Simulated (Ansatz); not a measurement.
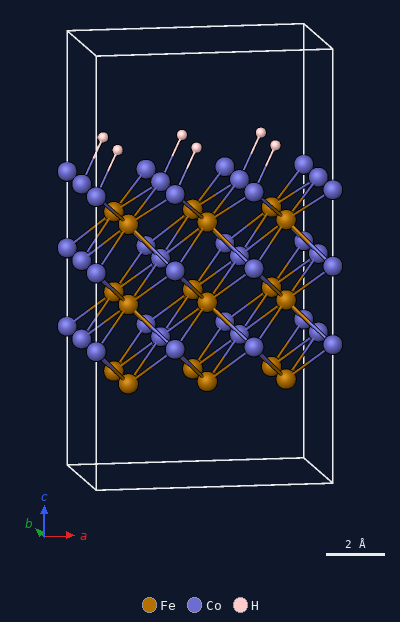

**Figure 1.** The structure as given in the input (ball-and-stick view of the 3 × 2 repeat of the cell, with the vacuum cut short, seen slightly off an axis). An atom can appear more than once, as a periodic image.

## Fe3Co3H: single-point calculation (part 1 of 2)

Fe3Co3H (slab, 7 atoms in the cell), computed with DFT PBEsol, scalar-relativistic, plane waves, PAW, spin-polarised (Ansatz 0.2.0).

The structure derives from an entry of the Crystallography Open Database. It belongs to a series of runs on one base structure; here: H lifted by +0.70 A from its best place. Figures and captions count atoms from 1; the log counts them from 0 in places.

**Input file**
```yaml
crystal:
  lattice:
    - [2.8004162579, 0.0, 0.0]
    - [0.0, 2.8004162579, 0.0]
    - [0.0, 0.0, 26.0010406447]
  atoms:
    - { symbol: Fe, position: [0.5, 0.5, 0.3269099924], spin: 3.21 }
    - { symbol: Co, position: [0.0, 0.0, 0.3807619958], spin: 1.97 }
    - { symbol: Fe, position: [0.5, 0.5, 0.4346139992], spin: 2.99 }
    - { symbol: Co, position: [0.0, 0.0, 0.48745111], spin: 1.94 }
    - { symbol: Fe, position: [0.5, 0.5, 0.5438155382], spin: 2.86 }
    - { symbol: Co, position: [0.0, 0.0, 0.5914735573], spin: 2.01 }
    - { symbol: H, position: [0.3333333333, 0.3333333333, 0.6483298263], spin: 1.0 }
basis:
  ecutwfc: 420
kpoints:
  mp_grid: { grid: [10, 10, 1] }
hamiltonian:
  xc: pbesol
scf:
  occupations: { method: gaussian, width: 0.1 }
output:
  forces: true
  stress: true
  eigenvalues: true
  populations: true
  write_density: true
  write_potential: true
  elf: true
  volumetric_format: npy
magnetization:
  spin_polarized: true
efield:
  axis: 3
  dipole_correction: true
  ramp_width: 0.04
```

Launched with:
```bash
ansatz run input.yaml --threads 4 --pin off --max-ram 10240MiB --backend cpu --events-out ev --progress --plain --runs-dir out
```

**Output**
```
Engine: ansatz 0.2.0, aarch64-unknown-linux-gnu
Pseudopotentials: kind: paw
Pseudopotential: Fe, paw, valence charge 16, recommended cutoff 420 eV (normal), Fe.paw.azcp
Pseudopotential: Co, paw, valence charge 17, recommended cutoff 420 eV (normal), Co.paw.azcp
Pseudopotential: H, paw, valence charge 1, recommended cutoff 420 eV (normal), H.paw.azcp
Functional definition: PBEsol
  exchange = pbesol_x
  correlation = pbesol_c
Crystal: 7 atoms, lattice volume = 203.909 Å³
Basis set: ecut = 420 eV, 4051 PW (Γ), exchange–correlation on 40×40×360 points (8 copies of the dense FFT grid, shifted against one another)
Bands: 70, of which v1, the nominal top of the filled ones, is band 50 counted from 1 (49 counted from 0)
Symmetry: 2 space group operations
k-points: 31 of 100 (time reversal used)
Non-local potential: Fe, projectors of the file, l = 0: 3, l = 1: 2, l = 2: 3, l = 3: 1
Non-local potential: Co, projectors of the file, l = 0: 3, l = 1: 2, l = 2: 3, l = 3: 1
Non-local potential: H, projectors of the file, l = 0: 2, l = 1: 1
PAW form: soft (Blöchl's): semilocal exchange-correlation on the pseudo side does not see the compensation charge
PAW frozen core: Fe, regenerated for the run's functional, and the local potential with it (the file was generated under x = pbe(κ = 0.804, μ = 0.2195149727645171), c = pbe(β = 0.06672455060314922))
PAW frozen core: Co, regenerated for the run's functional, and the local potential with it (the file was generated under x = pbe(κ = 0.804, μ = 0.2195149727645171), c = pbe(β = 0.06672455060314922))
PAW one-centre angular grid: Fe, 590 points (default); XC on 64 Gauss nodes
PAW one-centre angular grid: Co, 590 points (default); XC on 64 Gauss nodes
PAW one-centre angular grid: H, 110 points (default); XC on 64 Gauss nodes
Initial density: superposition of atomic densities (neutral atoms: chi_scale 0, normalization atom)
Starting moments: Σ|m| = 15.98 μB on 7 of 7 sites
Initial wavefunctions: pseudopotential atomic-orbital guess
Functional: x = pbesol(κ = 0.804, μ = 0.12345679012345678), c = pbesol(β = 0.046)
SCF iter   1: F=—  HF=-28636.013910 eV  |F-HF|=—  |Δ(HF+E_count)|=         —  Δρ=4.50e-2 (↑2.72e-2 ↓4.50e-2)  dr2=1.65e1  dr2_m=7.61e-1  M=14.267 μB ∫|m|=14.466 μB  β_m=1.00  ethr=3.10e-3  p=-0.000 e·Å  D=-5.78e-6 V/Å  ΔV_dip=0.00 eV  dr2_dipole=3.10e-1  V_vac-E_F(+/−)=7.24/7.24 eV  ⟨swp⟩=11.9  Hψ=24640  notcnv=0  defer=124
Mixer restart at iter 1: flushing history
efield: sawtooth ramp at fractional position 0.9676 (placed from the atoms, in the widest stretch of the axis that holds none; the zero of the levels goes with the place), width 0.0400; the density the first Hamiltonian is built on has a dipole p = -0.000 e·Å; the dipole correction subtracts the counter field D = -5.78e-6 V/Å, which shifts the + side's vacuum level by +0.00 eV against the − side's; the planar-averaged density in the ramp window peaks in size at 2.1e-5 e/Å³
preconditioner: auto → LDOS  [metal: Δε(μ)=0.030 eV  Ē_g=7.774 eV  σ=0.100 eV  W_gap=0.17  n_scr=48 (ndim 8)  ℏωp=18.8 eV  f_vac=0.583  D(μ)=4.59/eV (n_scr^D=16)]
spin=Collinear: LDOS preconditioning applied to the charge; magnetization (m = ρ↑ − ρ↓) channel mixes plain (no charge-response kernel on spin).
SCF iter   2: F=—  HF=-28634.272056 eV  |F-HF|=—  |Δ(HF+E_count)|=    1.74e0  Δρ=1.68e-2 (↑1.68e-2 ↓1.27e-2)  dr2=2.23e0  dr2_m=2.24e-1  M=13.970 μB ∫|m|=14.457 μB  β_m=0.32  ethr=3.10e-3  p=-0.031 e·Å  D=-2.75e-2 V/Å  ΔV_dip=0.71 eV  dr2_dipole=4.53e-1  V_vac-E_F(+/−)=6.36/5.64 eV  ⟨swp⟩=4.2  Hψ=9823  notcnv=0  defer=510
density mixer auto → msr1: a metal under ldos (density of states about μ 2.28 of a free-electron gas's, 48 screened modes)
SCF iter   3: F=—  HF=-28636.067073 eV  |F-HF|=—  |Δ(HF+E_count)|=    1.80e0  Δρ=1.11e-2 (↑1.11e-2 ↓9.81e-3)  dr2=4.43e-1  dr2_m=1.41e-1  M=13.798 μB ∫|m|=14.333 μB  β_m=0.47  ethr=2.23e-3  p=-0.050 e·Å  D=-4.42e-2 V/Å  ΔV_dip=1.15 eV  dr2_dipole=1.37e-1  V_vac-E_F(+/−)=5.98/4.83 eV  ⟨swp⟩=2.4  Hψ=5757  notcnv=0  defer=512
SCF iter   4: F=—  HF=-28637.602800 eV  |F-HF|=—  |Δ(HF+E_count)|=    1.54e0  Δρ=7.00e-3 (↑6.14e-3 ↓7.00e-3)  dr2=1.63e-1  dr2_m=5.67e-2  M=13.611 μB ∫|m|=14.180 μB  β_m=0.60  ethr=4.43e-4  p=-0.063 e·Å  D=-5.61e-2 V/Å  ΔV_dip=1.46 eV  dr2_dipole=5.55e-3  V_vac-E_F(+/−)=5.64/4.18 eV  ⟨swp⟩=2.7  Hψ=7013  notcnv=0  defer=509
SCF iter   5: F=—  HF=-28637.965232 eV  |F-HF|=—  |Δ(HF+E_count)|=   3.62e-1  Δρ=3.47e-3 (↑2.36e-3 ↓3.47e-3)  dr2=4.58e-2  dr2_m=1.02e-2  M=13.508 μB ∫|m|=14.075 μB  β_m=0.76  ethr=1.63e-4  p=-0.060 e·Å  D=-5.28e-2 V/Å  ΔV_dip=1.37 eV  dr2_dipole=1.68e-2  V_vac-E_F(+/−)=5.59/4.22 eV  ⟨swp⟩=2.1  Hψ=7776  notcnv=0  defer=508
SCF iter   6: F=—  HF=-28638.007514 eV  |F-HF|=—  |Δ(HF+E_count)|=   4.23e-2  Δρ=1.84e-3 (↑1.70e-3 ↓1.84e-3)  dr2=1.19e-2  dr2_m=3.10e-3  M=13.422 μB ∫|m|=14.068 μB  β_m=0.83  ethr=4.58e-5  p=-0.064 e·Å  D=-5.65e-2 V/Å  ΔV_dip=1.47 eV  dr2_dipole=2.71e-3  V_vac-E_F(+/−)=5.60/4.13 eV  ⟨swp⟩=2.4  Hψ=7851  notcnv=0  defer=509
SCF iter   7: F=—  HF=-28638.014431 eV  |F-HF|=—  |Δ(HF+E_count)|=   6.92e-3  Δρ=1.58e-3 (↑1.58e-3 ↓1.34e-3)  dr2=1.40e-2  dr2_m=5.95e-4  M=13.377 μB ∫|m|=14.090 μB  β_m=0.67  ethr=1.19e-5  p=-0.068 e·Å  D=-6.07e-2 V/Å  ΔV_dip=1.58 eV  dr2_dipole=2.10e-3  V_vac-E_F(+/−)=5.61/4.03 eV  ⟨swp⟩=2.5  Hψ=8371  notcnv=0  defer=515
SCF iter   8: F=—  HF=-28638.012129 eV  |F-HF|=—  |Δ(HF+E_count)|=   2.30e-3  Δρ=4.91e-4 (↑4.91e-4 ↓4.57e-4)  dr2=2.16e-3  dr2_m=1.59e-4  M=13.372 μB ∫|m|=14.096 μB  β_m=0.84  ethr=1.19e-5  p=-0.068 e·Å  D=-6.05e-2 V/Å  ΔV_dip=1.57 eV  dr2_dipole=7.26e-4  V_vac-E_F(+/−)=5.59/4.02 eV  ⟨swp⟩=2.1  Hψ=6456  notcnv=0  defer=515
SCF iter   9: F=—  HF=-28638.012749 eV  |F-HF|=—  |Δ(HF+E_count)|=   6.21e-4  Δρ=3.73e-4 (↑3.04e-4 ↓3.73e-4)  dr2=9.27e-4  dr2_m=3.41e-5  M=13.374 μB ∫|m|=14.107 μB  β_m=0.69  ethr=2.16e-6  p=-0.068 e·Å  D=-6.02e-2 V/Å  ΔV_dip=1.56 eV  dr2_dipole=2.14e-4  V_vac-E_F(+/−)=5.57/4.01 eV  ⟨swp⟩=2.1  Hψ=6064  notcnv=0  defer=515
SCF iter  10: F=—  HF=-28638.012721 eV  |F-HF|=—  |Δ(HF+E_count)|=   2.82e-5  Δρ=2.42e-4 (↑2.18e-4 ↓2.42e-4)  dr2=2.43e-4  dr2_m=1.10e-5  M=13.379 μB ∫|m|=14.113 μB  β_m=0.56  ethr=9.27e-7  p=-0.067 e·Å  D=-5.97e-2 V/Å  ΔV_dip=1.55 eV  dr2_dipole=1.22e-5  V_vac-E_F(+/−)=5.56/4.01 eV  ⟨swp⟩=2.1  Hψ=7526  notcnv=0  defer=515
SCF iter  11: F=—  HF=-28638.012712 eV  |F-HF|=—  |Δ(HF+E_count)|=   8.91e-6  Δρ=5.02e-5 (↑3.64e-5 ↓5.02e-5)  dr2=5.16e-6  dr2_m=1.82e-6  M=13.378 μB ∫|m|=14.113 μB  β_m=0.65  ethr=2.43e-7  p=-0.067 e·Å  D=-5.98e-2 V/Å  ΔV_dip=1.56 eV  dr2_dipole=2.53e-9  V_vac-E_F(+/−)=5.56/4.01 eV  ⟨swp⟩=2.8  Hψ=7365  notcnv=0  defer=515
SCF iter  12: F=—  HF=-28638.012720 eV  |F-HF|=—  |Δ(HF+E_count)|=   7.75e-6  Δρ=3.16e-5 (↑3.16e-5 ↓2.07e-5)  dr2=3.68e-6  dr2_m=2.62e-7  M=13.377 μB ∫|m|=14.113 μB  β_m=0.55  ethr=5.16e-9  p=-0.067 e·Å  D=-5.98e-2 V/Å  ΔV_dip=1.56 eV  dr2_dipole=4.12e-7  V_vac-E_F(+/−)=5.56/4.01 eV  ⟨swp⟩=2.8  Hψ=8437  notcnv=0  defer=515
SCF iter  13: F=—  HF=-28638.012720 eV  |F-HF|=—  |Δ(HF+E_count)|=   1.18e-7  Δρ=9.92e-6 (↑8.05e-6 ↓9.92e-6)  dr2=3.37e-7  dr2_m=6.03e-8  M=13.377 μB ∫|m|=14.114 μB  β_m=0.68  ethr=3.68e-9  p=-0.067 e·Å  D=-5.98e-2 V/Å  ΔV_dip=1.56 eV  dr2_dipole=2.88e-8  V_vac-E_F(+/−)=5.56/4.01 eV  ⟨swp⟩=2.0  Hψ=5961  notcnv=0  defer=515
SCF iter  14: F=—  HF=-28638.012720 eV  |F-HF|=—  |Δ(HF+E_count)|=   3.37e-8  Δρ=4.40e-6 (↑4.40e-6 ↓4.06e-6)  dr2=5.05e-8  dr2_m=1.53e-8  M=13.377 μB ∫|m|=14.114 μB  β_m=0.76  ethr=3.37e-10  p=-0.067 e·Å  D=-5.98e-2 V/Å  ΔV_dip=1.56 eV  dr2_dipole=1.55e-9  V_vac-E_F(+/−)=5.56/4.01 eV  ⟨swp⟩=3.0  Hψ=8116  notcnv=0  defer=515
SCF iter  15: F=-28638.012720 eV  HF=-28638.012720 eV  |F-HF|=7.72e-8  |Δ(HF+E_count)|=   7.36e-8  Δρ=4.72e-6 (↑1.98e-6 ↓4.72e-6)  dr2=8.59e-8  dr2_m=5.27e-9  M=13.377 μB ∫|m|=14.114 μB  ethr=5.05e-11  p=-0.067 e·Å  D=-5.98e-2 V/Å  ΔV_dip=1.56 eV  dr2_dipole=8.54e-9  V_vac-E_F(+/−)=5.56/4.01 eV  ⟨swp⟩=19.6  Hψ=38998  notcnv=0
SCF 1 converged in 15 iterations: F = -28638.012720 eV  dr2 = 8.59e-8
  greatest PAW one-centre occupation: 1.003 electrons in one spin orbital (limit 2), on the Fe atom at site 0 (counted from 0), in its partial waves of l = 1
```

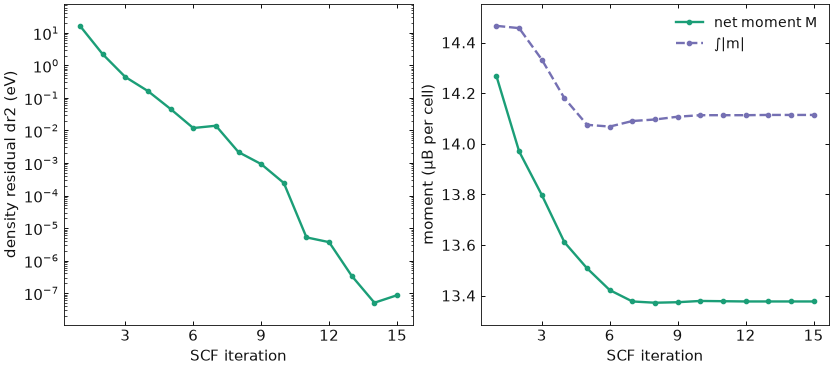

**Figure 2.** Convergence of the self-consistent field: density residual dr2 and magnetic moment against the SCF iteration. The residual falls almost steadily, with no more than small rises. The net moment goes from 14.3 to 13.4 μB per cell.

```
WARN: The output density's exchange-correlation potential varies sharply where the density is thin. Do not read a vacuum level from v_tot or v_xc, or from such a field of the output density. On a cell that repeats whose density bears no net charge and no dipole along the vacuum's axis use v_es (v_loc + v_h of the components); under efield.dipole_correction with no amplitude use v_es + v_field, which holds any external_charges[].barrier, or the levels of the report's work_function block, which leave it out; under a non-zero efield.amplitude the vacuum is tilted and has no level; on a cell that repeats and bears such a dipole with no correction it is tilted too, and efield.dipole_correction with no amplitude gives each side of its ramp a level where efield: is served; in a cell that repeats whose density bears a net charge (total_charge, or a fill off its count) it is curved and has none; of a slab under crystal.periodic whose density bears no net charge use v_es, which has a level on each side, short of where the two are joined; of another it falls or rises all the way out and has none; of a slab beside external_charges read slab_vacuum_level instead, which it has where they leave it neutral. The grid or the basis barely resolves most such structure, and the values can differ between equally converged runs; as a rule a tighter scf.convergence.dr2_threshold does not remove it. Where the density itself ripples (under the LDA too) a higher basis.ecutwfc lessens it. The files hold the spikes' plane waves up to the density's cutoff. Files: v_tot_of_output_density and the like, and their columns of v_z.tsv (output.write_potential); v_xc_of_output_density and the like, and their columns of v_comp_z.tsv (output.write_potential_components). Measured: with its Gaussian average of σ = 0.25 Å subtracted twice, the exchange-correlation potential is over 0.1 eV at 205 of the grid points where the equally averaged density (valence and model cores) is under 1e-3 e/Å³, and 0.220 eV at the most among them, at an averaged density of 7.6e-9 e/Å³. The input density's (outcome.potential() and, of a run that writes arrays, v_tot and v_xc) is over 0.1 eV, so measured, at 22 points of its own thin density, 0.188 eV at the most. See output.write_potential in the manual, Limitations
SCF converged after 15 iterations
Magnetization: 13.3768 μB (56.6884 up, 43.3116 down)
Absolute magnetization: 14.1157 μB (∫|ρ↑−ρ↓|, with the PAW one-centre terms)
Spin contamination: 0.2335 ħ² per cell (⟨S²⟩ above its minimum at these occupations)
Per-site moments (μB) at R_I (Å): [(2.9218292152792875, 1.000408043521343), (1.7820351622976607, 1.000408043521343), (2.730845419474373, 0.994163222395491), (1.7305125184775216, 0.994163222395491), (2.6414154617891548, 0.9635807861459477), (1.5521352076970107, 0.8175596697610593), (-0.06113349232586947, 0.8175596697610593)]
Free energy (F): -28638.012720 eV
Harris-Foulkes:  -28638.012720 eV  (|F-HF|=7.72e-8)
Internal energy: -28637.990847 eV  (E = F + TS)
E sigma→0 (E₀):  -28638.001784 eV
Entropy (-TS):   -0.021873 eV (-3.125 meV/atom)
Fermi energy:    3.086415 eV
Dipole field:    D = -0.059692 V/Å  (p = -0.067265 e·Å, saw-weighted, corrected)
Work function:   Φ+ = 5.5627 eV   Φ− = 4.0107 eV
```
